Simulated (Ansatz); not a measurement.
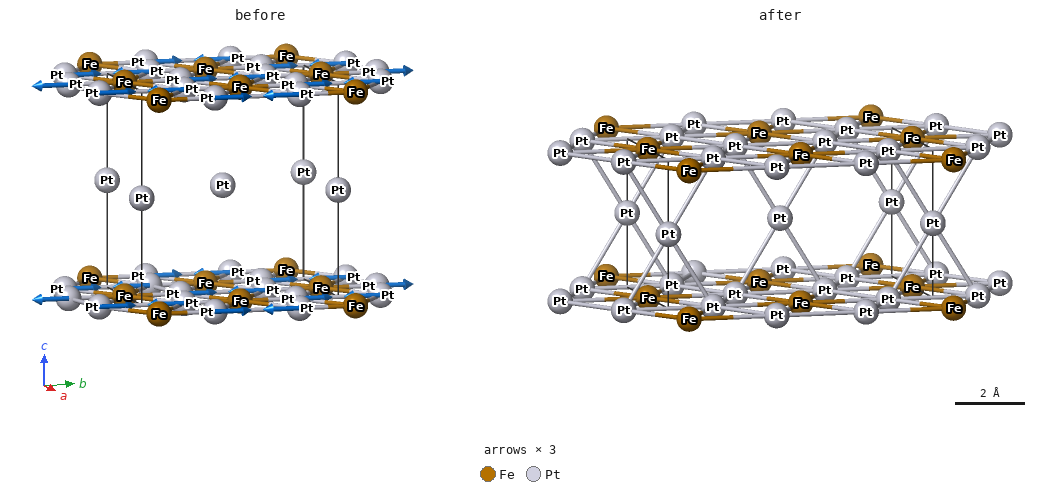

The structure of solid FePt3 (a generated structure, set up in Cmmm) (coarse preliminary run) before (left) and after (right) a relaxation, at one scale. The blue arrows give the displacements (the part carried along by the change of the cell is left out), 3 times their true length.

A ball-and-stick model of the conventional cell (2 times the calculation's cell), seen slightly off an axis. Lengths and directions refer to the drawn axes.

Method: Ansatz, DFT PBE, scalar-relativistic, plane waves, PAW.

The input:
```yaml
crystal:
  lattice:
    - [1.8625129, -3.00083662, 0.0]
    - [1.8625129, 3.00083662, 0.0]
    - [0.0, 0.0, 6.34986413]
  atoms:
    - { symbol: Fe, position: [0.5, 0.5, 0.0], spin: 4.0 }
    - { symbol: Pt, position: [0.21585882, 0.78414118, 0.0] }
    - { symbol: Pt, position: [0.78414118, 0.21585882, 0.0] }
    - { symbol: Pt, position: [0.0, 0.0, 0.5] }
basis:
  ecutwfc: 420
kpoints:
  mp_grid: { grid: [6, 6, 4] }
hamiltonian:
  xc: pbe
scf:
  occupations: { method: gaussian, width: 0.1 }
  lower_state_search: "off"
output:
  forces: true
  stress: true
  eigenvalues: true
  populations: true
magnetization:
  spin_polarized: true
relax:
  adjacent_minimum: "off"
  f_tol: 0.04
  max_steps: 70
  cell: { stress_tol: 0.4 }
```

Command:
```bash
ansatz run input.yaml --threads 4 --pin off --max-ram 8192MiB --backend cpu --events-out ev --progress --plain --runs-dir out
```

**Describe what moved and what it gained.**

The largest moves relative to the cell, 0.38 Å, are those of Pt2 and Pt3. Pt3 goes along −b. Fe stays in place. The drawn cell changes as follows: a 3.725 → 4.448 Å (+19.4 %), b 6.002 → 8.080 Å (+34.6 %), c 6.350 → 4.409 Å (−30.6 %); the volume changes by +11.6 %. Near-neighbour distances that change, for instance: Fe1–Pt2 1.705 → 2.673 Å, Pt2–Pt4 3.429 → 2.594 Å, Pt2–Pt3 1.907 → 2.579 Å, Fe1–Pt2 (another image) 2.269 → 2.610 Å. New bonds form: Pt2–Pt4 (3.43 → 2.59 Å), Pt3–Pt4 (3.43 → 2.59 Å). Bond angles that change, for instance: Pt3–Pt2–Pt3 155.2° → 119.1°, Fe1–Pt2–Pt3 157.6° → 178.9°, Fe1–Pt2–Pt3 77.6° → 59.6°. The space group stays Cmmm (No. 65). The energy falls by 8208 meV per atom in 12 accepted moves (14 points after the start). Largest force component: 39 eV/Å at the start, 0.029 eV/Å at the end. The pressure goes from 197.32 to −0.30 GPa. At 2 points the geometry stayed and the basis and grid were re-selected for the new cell (energy shift of 141 meV per atom at most each time).
